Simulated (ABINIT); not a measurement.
# Run report: HgTe, phonon bands calculation (part 2 of 4)

The same run, continued: HgTe (2 atoms in the cell); Kohn-Sham DFT of a periodic cell, PBE, SPMS NC PBE v1.0, no spin polarisation (ABINIT 10.8.3); cutoff 707.5 eV, 4×4×4 k-mesh, fermi-dirac of 0.05 eV. The structure derives from an entry of the Crystallography Open Database.

Geometry of the input (Å; fractional positions):
```
0.0000  3.2145  3.2145
3.2145  0.0000  3.2145
3.2145  3.2145  0.0000
Hg 0.0000  0.0000  0.0000
Te 0.7500  0.7500  0.7500
```

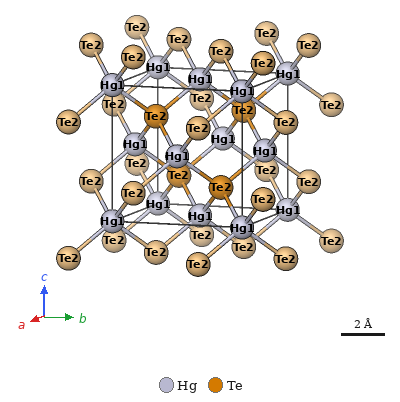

*The input geometry (ball-and-stick view of the cell 4 times as large as that of the calculation, set on its symmetry axes, seen slightly off an axis; neighbours outside the cell are drawn fainter; atoms are numbered from 1 in the order of the input). An atom can appear more than once, as a periodic image.*

Output, continued
```
 cartesian forces (eV/Angstrom) at end:
    1      0.00000000000000     0.00000000000000    -0.00000000000000
    2     -0.00000000000000    -0.00000000000000     0.00000000000000
 frms,max,avg= 3.4917414E-26 5.4705075E-26   0.000E+00  0.000E+00  0.000E+00 e/A
 length scales=  1.889726125908  1.889726125908  1.889726125908 bohr
              =  1.000000000000  1.000000000000  1.000000000000 angstroms
 Fermi (or HOMO) energy (hartree) =   0.18852   Average Vxc (hartree)=  -0.34589
 Eigenvalues (hartree) for nkpt=  10  k points:
 kpt#   1, nband= 26, wtk=  0.09375, kpt= -0.1250 -0.2500  0.0000 (reduced coord)
  -4.05346   -2.15457   -2.15457   -2.15457   -1.17473   -1.17472   -1.17472   -1.17442
  -1.17441   -0.25620   -0.09239   -0.09069   -0.08973   -0.07480   -0.07332    0.06628
   0.14579    0.14602    0.23797    0.31074    0.37388    0.37737    0.45344    0.50530
   0.52586    0.56524
      occupation numbers for kpt#   1
   2.00000    2.00000    2.00000    2.00000    2.00000    2.00000    2.00000    2.00000
   2.00000    2.00000    2.00000    2.00000    2.00000    2.00000    2.00000    2.00000
   2.00000    2.00000    0.00000    0.00000    0.00000    0.00000    0.00000    0.00000
   0.00000    0.00000
 prteigrs : prtvol=0 or 1, do not print more k-points.

--- !EnergyTerms
iteration_state     : {dtset: 1, }
comment             : Components of total free energy in Hartree
kinetic             :  9.29889401970241E+01
hartree             :  7.66434687364141E+01
xc                  : -4.77874214721702E+01
Ewald energy        : -1.44904694395549E+02
psp_core            :  6.09717478962085E+00
local_psp           : -2.21018078950722E+02
non_local_psp       : -2.48743243858813E+01
internal            : -2.62854935481264E+02
'-kT*entropy'       : -6.19875793723736E-07
total_energy        : -2.62854936101139E+02
total_energy_eV     : -7.15264719291076E+03
band_energy         : -3.35940970341334E+01
...

 Cartesian components of stress tensor (hartree/bohr^3)
  sigma(1 1)= -1.53808249E-04  sigma(3 2)=  0.00000000E+00
  sigma(2 2)= -1.53808249E-04  sigma(3 1)=  0.00000000E+00
  sigma(3 3)= -1.53808249E-04  sigma(2 1)=  0.00000000E+00

-Cartesian components of stress tensor (GPa)         [Pressure=  4.5252E+00 GPa]
- sigma(1 1)= -4.52519493E+00  sigma(3 2)=  0.00000000E+00
- sigma(2 2)= -4.52519493E+00  sigma(3 1)=  0.00000000E+00
- sigma(3 3)= -4.52519493E+00  sigma(2 1)=  0.00000000E+00

================================================================================
== DATASET  2 ==================================================================

--- !DatasetInfo
iteration_state: {dtset: 2, }
dimensions: {natom: 2, nkpt: 128, mband: 26, nsppol: 1, nspinor: 1, nspden: 1, mpw: 2846, }
cutoff_energies: {ecut:  26.0, pawecutdg:  -1.0, }
electrons: {nelect:   3.60000000E+01, charge:   0.00000000E+00, occopt:   3.00000000E+00, tsmear:   1.83747000E-03, }
meta: {optdriver: 1, rfphon: 1, }
...

 mkfilename : getwfk/=0, take file _WFK from output of DATASET   1.

 Exchange-correlation functional for the present dataset will be:
  GGA: Perdew-Burke-Ernzerhof functional - ixc=11
  J.P.Perdew, K.Burke, M.Ernzerhof, PRL 77, 3865 (1996)

 Real(R)+Recip(G) space primitive vectors, cartesian coordinates (Bohr,Bohr^-1):
 R(1)=  0.0000000  6.0745246  6.0745246  G(1)= -0.0823110  0.0823110  0.0823110
 R(2)=  6.0745246  0.0000000  6.0745246  G(2)=  0.0823110 -0.0823110  0.0823110
 R(3)=  6.0745246  6.0745246  0.0000000  G(3)=  0.0823110  0.0823110 -0.0823110
 Unit cell volume ucvol=  4.4829809E+02 bohr^3
 Angles (23,13,12)=  6.00000000E+01  6.00000000E+01  6.00000000E+01 degrees
 setup1 : take into account q-point for computing boxcut.

 getcut: wavevector=  0.0000  0.0000  0.0000  ngfft=  40  40  40
         ecut(hartree)=     26.000   => boxcut(ratio)=   2.02853
--------------------------------------------------------------------------------

 ==>  initialize data related to q vector <==

 The list of irreducible perturbations for this q vector is:
    1)    idir= 1    ipert=   1
    2)    idir= 1    ipert=   2

================================================================================

 The perturbation idir=   2  ipert=   1 is
 symmetric of a previously calculated perturbation.
 So, its SCF calculation is not needed.

 The perturbation idir=   3  ipert=   1 is
 symmetric of a previously calculated perturbation.
 So, its SCF calculation is not needed.

 The perturbation idir=   2  ipert=   2 is
 symmetric of a previously calculated perturbation.
 So, its SCF calculation is not needed.

 The perturbation idir=   3  ipert=   2 is
 symmetric of a previously calculated perturbation.
 So, its SCF calculation is not needed.

--------------------------------------------------------------------------------
 Perturbation wavevector (in red.coord.)   0.000000  0.000000  0.000000
 Perturbation : displacement of atom   1   along direction   1
 Found     2 symmetries that leave the perturbation invariant.
 symkpt : the number of k-points, thanks to the symmetries,
 is reduced to    72 .

--------------------------------------------------------------------------------

--------------------------------------------------------------------------------

 dfpt_looppert : total number of electrons, from k and k+q
  fully or partially occupied states are    3.600000E+01 and    3.600000E+01.
 Initialisation of the first-order wave-functions :
  ireadwf=   0

--- !BeginCycle
iteration_state: {dtset: 2, }
solver: {iscf: 7, nstep: 80, nline: 4, wfoptalg: 0, }
tolerances: {tolvrs: 1.00E-09, }
...

     iter   2DEtotal(Ha)        deltaE(Ha) residm    vres2
-ETOT  1   5.1411528826602     -8.714E+03 1.230E+01 5.401E+02
 ETOT  2   3.3012732228626     -1.840E+00 1.761E-02 3.205E+01
 ETOT  3   3.2827929881250     -1.848E-02 2.628E-04 4.299E+00
 ETOT  4   3.2814575132043     -1.335E-03 1.603E-05 1.704E-01
 ETOT  5   3.2813707662672     -8.675E-05 8.823E-07 2.476E-02
 ETOT  6   3.2813647952526     -5.971E-06 6.824E-08 4.059E-03
 ETOT  7   3.2813637548470     -1.040E-06 1.339E-08 2.986E-04
 ETOT  8   3.2813636953715     -5.948E-08 1.818E-09 1.035E-05
 ETOT  9   3.2813636933506     -2.021E-09 9.488E-11 1.576E-07
 ETOT 10   3.2813636932051     -1.455E-10 6.820E-12 3.749E-09
 ETOT 11   3.2813636932615      5.639E-11 3.693E-13 7.636E-11

 At SCF step   11       vres2   =  7.64E-11 < tolvrs=  1.00E-09 =>converged.
================================================================================

 ----iterations are completed or convergence reached----

 Mean square residual over all n,k,spin=   25.871E-16; max=  36.928E-14

 2DEtotal=    0.3281363693E+01 Ha. Also 2DEtotal=    0.892904548709E+02 eV
    (2DErelax=   -8.7157922311E+03 Ha. 2DEnonrelax=    8.7190735948E+03 Ha)
    (  non-var. 2DEtotal :    3.2813637760E+00 Ha)

--------------------------------------------------------------------------------
 Perturbation wavevector (in red.coord.)   0.000000  0.000000  0.000000
 Perturbation : displacement of atom   2   along direction   1
 Found     2 symmetries that leave the perturbation invariant.
 symkpt : the number of k-points, thanks to the symmetries,
 is reduced to    72 .

--------------------------------------------------------------------------------

--------------------------------------------------------------------------------

 dfpt_looppert : total number of electrons, from k and k+q
  fully or partially occupied states are    3.600000E+01 and    3.600000E+01.
 Initialisation of the first-order wave-functions :
  ireadwf=   0

--- !BeginCycle
iteration_state: {dtset: 2, }
solver: {iscf: 7, nstep: 80, nline: 4, wfoptalg: 0, }
tolerances: {tolvrs: 1.00E-09, }
...

     iter   2DEtotal(Ha)        deltaE(Ha) residm    vres2
-ETOT  1   7.9599082559457     -2.454E+04 8.423E+01 2.292E+02
 ETOT  2   3.3058950947438     -4.654E+00 4.131E-02 4.367E+01
 ETOT  3   3.2852288879862     -2.067E-02 1.174E-03 2.651E+00
 ETOT  4   3.2842815129356     -9.474E-04 3.425E-05 1.809E-01
 ETOT  5   3.2841888770731     -9.264E-05 3.917E-06 5.663E-03
 ETOT  6   3.2841872217491     -1.655E-06 8.250E-08 1.177E-03
 ETOT  7   3.2841865378600     -6.839E-07 1.855E-08 1.454E-05
 ETOT  8   3.2841865354990     -2.361E-09 3.859E-10 1.103E-06
 ETOT  9   3.2841865350806     -4.184E-10 9.364E-11 5.948E-08
 ETOT 10   3.2841865350806      0.000E+00 2.223E-12 1.868E-09
 ETOT 11   3.2841865351716      9.095E-11 4.185E-13 6.773E-11

 At SCF step   11       vres2   =  6.77E-11 < tolvrs=  1.00E-09 =>converged.
================================================================================

 ----iterations are completed or convergence reached----

 Mean square residual over all n,k,spin=   13.642E-16; max=  41.848E-14

 2DEtotal=    0.3284186535E+01 Ha. Also 2DEtotal=    0.893672683124E+02 eV
    (2DErelax=   -2.4549304476E+04 Ha. 2DEnonrelax=    2.4552588663E+04 Ha)
    (  non-var. 2DEtotal :    3.2841852819E+00 Ha)

================================================================================

 ---- first-order wavefunction calculations are completed ----

 ==> Compute Derivative Database <==

  Dynamical matrix, in cartesian coordinates,
   if specified in the inputs, asr has been imposed
     j1       j2             matrix element
  dir pert dir pert     real part    imaginary part

   1    1   1    1         0.0444621231         0.0000000000
   1    1   1    2        -0.0444621231        -0.0000000000

   2    1   2    1         0.0444621231        -0.0000000000
   2    1   2    2        -0.0444621231         0.0000000000

   3    1   3    1         0.0444621231         0.0000000000
   3    1   3    2        -0.0444621231        -0.0000000000

   1    2   1    1        -0.0444621649         0.0000000000
   1    2   1    2         0.0444621649        -0.0000000000

   2    2   2    1        -0.0444621649        -0.0000000000
   2    2   2    2         0.0444621649         0.0000000000

   3    2   3    1        -0.0444621649         0.0000000000
   3    2   3    2         0.0444621649        -0.0000000000

  Phonon wavevector (reduced coordinates) :  0.00000  0.00000  0.00000
 Phonon energies in Hartree :
   0.000000E+00  0.000000E+00  0.000000E+00  5.592395E-04  5.592395E-04
   5.592395E-04
 Phonon frequencies in cm-1    :
   0.000000E+00  0.000000E+00  0.000000E+00  1.227389E+02  1.227389E+02
   1.227389E+02

================================================================================
== DATASET  3 ==================================================================

--- !DatasetInfo
iteration_state: {dtset: 3, }
dimensions: {natom: 2, nkpt: 256, mband: 26, nsppol: 1, nspinor: 1, nspden: 1, mpw: 2846, }
cutoff_energies: {ecut:  26.0, pawecutdg:  -1.0, }
electrons: {nelect:   3.60000000E+01, charge:   0.00000000E+00, occopt:   3.00000000E+00, tsmear:   1.83747000E-03, }
meta: {optdriver: 1, rfphon: 1, }
...

 mkfilename : getwfk/=0, take file _WFK from output of DATASET   1.

 Exchange-correlation functional for the present dataset will be:
  GGA: Perdew-Burke-Ernzerhof functional - ixc=11
  J.P.Perdew, K.Burke, M.Ernzerhof, PRL 77, 3865 (1996)

 Real(R)+Recip(G) space primitive vectors, cartesian coordinates (Bohr,Bohr^-1):
 R(1)=  0.0000000  6.0745246  6.0745246  G(1)= -0.0823110  0.0823110  0.0823110
 R(2)=  6.0745246  0.0000000  6.0745246  G(2)=  0.0823110 -0.0823110  0.0823110
 R(3)=  6.0745246  6.0745246  0.0000000  G(3)=  0.0823110  0.0823110 -0.0823110
 Unit cell volume ucvol=  4.4829809E+02 bohr^3
 Angles (23,13,12)=  6.00000000E+01  6.00000000E+01  6.00000000E+01 degrees
 setup1 : take into account q-point for computing boxcut.

 getcut: wavevector=  0.5000  0.0000  0.0000  ngfft=  40  40  40
         ecut(hartree)=     26.000   => boxcut(ratio)=   1.97814

--- Pseudopotential description ------------------------------------------------
- pspini: atom type   1  psp file is ./80_Hg_20_1.9_2.5_pbe_n_v1.0.psp8
  80.00000  20.00000    220729                znucl, zion, pspdat
    8   11    3    4       600   0.00000      pspcod,pspxc,lmax,lloc,mmax,r2well
    5.99000000000000    5.00000000000000    0.00000000000000   rchrg,fchrg,qchrg
     nproj     2     2     2     1
     extension_switch     1

- pspini: atom type   2  psp file is ./52_Te_16_2.3_2.3_pbe_n_v1.0.psp8
  52.00000  16.00000    220731                znucl, zion, pspdat
    8   11    2    4       600   0.00000      pspcod,pspxc,lmax,lloc,mmax,r2well
    5.99000000000000    5.00000000000000    0.00000000000000   rchrg,fchrg,qchrg
     nproj     2     2     2
     extension_switch     1

--------------------------------------------------------------------------------

 ==>  initialize data related to q vector <==

 The list of irreducible perturbations for this q vector is:
    1)    idir= 1    ipert=   1
    2)    idir= 2    ipert=   1
    3)    idir= 1    ipert=   2
    4)    idir= 2    ipert=   2

================================================================================

 The perturbation idir=   3  ipert=   1 is
 symmetric of a previously calculated perturbation.
 So, its SCF calculation is not needed.

 The perturbation idir=   3  ipert=   2 is
 symmetric of a previously calculated perturbation.
 So, its SCF calculation is not needed.

--------------------------------------------------------------------------------
 Perturbation wavevector (in red.coord.)   0.500000  0.000000  0.000000
 Perturbation : displacement of atom   1   along direction   1
 Found     2 symmetries that leave the perturbation invariant.
 symkpt : the number of k-points, thanks to the symmetries,
 is reduced to   144 .

--------------------------------------------------------------------------------

--------------------------------------------------------------------------------

 dfpt_looppert : total number of electrons, from k and k+q
  fully or partially occupied states are    3.600000E+01 and    3.600000E+01.
 Initialisation of the first-order wave-functions :
  ireadwf=   0

--- !BeginCycle
iteration_state: {dtset: 3, }
solver: {iscf: 7, nstep: 80, nline: 4, wfoptalg: 0, }
tolerances: {tolvrs: 1.00E-09, }
...

     iter   2DEtotal(Ha)        deltaE(Ha) residm    vres2
-ETOT  1   8.1061149791348     -9.225E+03 1.279E+01 2.168E+04
 ETOT  2   4.5131249409386     -3.593E+00 6.139E-02 1.821E+03
 ETOT  3   4.4084732521350     -1.047E-01 3.217E-03 6.331E+02
 ETOT  4   4.3642088322266     -4.426E-02 1.244E-03 5.737E+01
 ETOT  5   4.3602745352672     -3.934E-03 3.319E-04 8.175E+00
 ETOT  6   4.3596355658100     -6.390E-04 4.536E-05 2.043E-01
 ETOT  7   4.3596182743003     -1.729E-05 7.582E-06 2.872E-02
 ETOT  8   4.3596143357735     -3.939E-06 6.523E-07 2.278E-03
 ETOT  9   4.3596138736901     -4.621E-07 9.949E-08 2.962E-04
 ETOT 10   4.3596138504435     -2.325E-08 7.909E-09 2.296E-05
 ETOT 11   4.3596138427309     -7.713E-09 1.565E-09 4.314E-06
 ETOT 12   4.3596138424599     -2.710E-10 8.185E-11 4.788E-07
 ETOT 13   4.3596138428965      4.366E-10 2.194E-11 7.165E-08
 ETOT 14   4.3596138429419      4.547E-11 7.328E-13 1.640E-08
 ETOT 15   4.3596138424635     -4.784E-10 2.717E-13 1.127E-09
 ETOT 16   4.3596138424144     -4.911E-11 6.224E-15 2.878E-10

 At SCF step   16       vres2   =  2.88E-10 < tolvrs=  1.00E-09 =>converged.
================================================================================

 ----iterations are completed or convergence reached----

 Mean square residual over all n,k,spin=   66.679E-18; max=  62.242E-16

 2DEtotal=    0.4359613842E+01 Ha. Also 2DEtotal=    0.118631136149E+03 eV
    (2DErelax=   -9.2285936964E+03 Ha. 2DEnonrelax=    9.2329533102E+03 Ha)
    (  non-var. 2DEtotal :    4.3596079826E+00 Ha)

--------------------------------------------------------------------------------
 Perturbation wavevector (in red.coord.)   0.500000  0.000000  0.000000
 Perturbation : displacement of atom   1   along direction   2
 The set of symmetries contains only one element for this perturbation.
 symkpt : not enough symmetry to change the number of k points.

--------------------------------------------------------------------------------

--------------------------------------------------------------------------------

 dfpt_looppert : total number of electrons, from k and k+q
  fully or partially occupied states are    3.600000E+01 and    3.600000E+01.
 Initialisation of the first-order wave-functions :
  ireadwf=   0

--- !BeginCycle
iteration_state: {dtset: 3, }
solver: {iscf: 7, nstep: 80, nline: 4, wfoptalg: 0, }
tolerances: {tolvrs: 1.00E-09, }
...
```
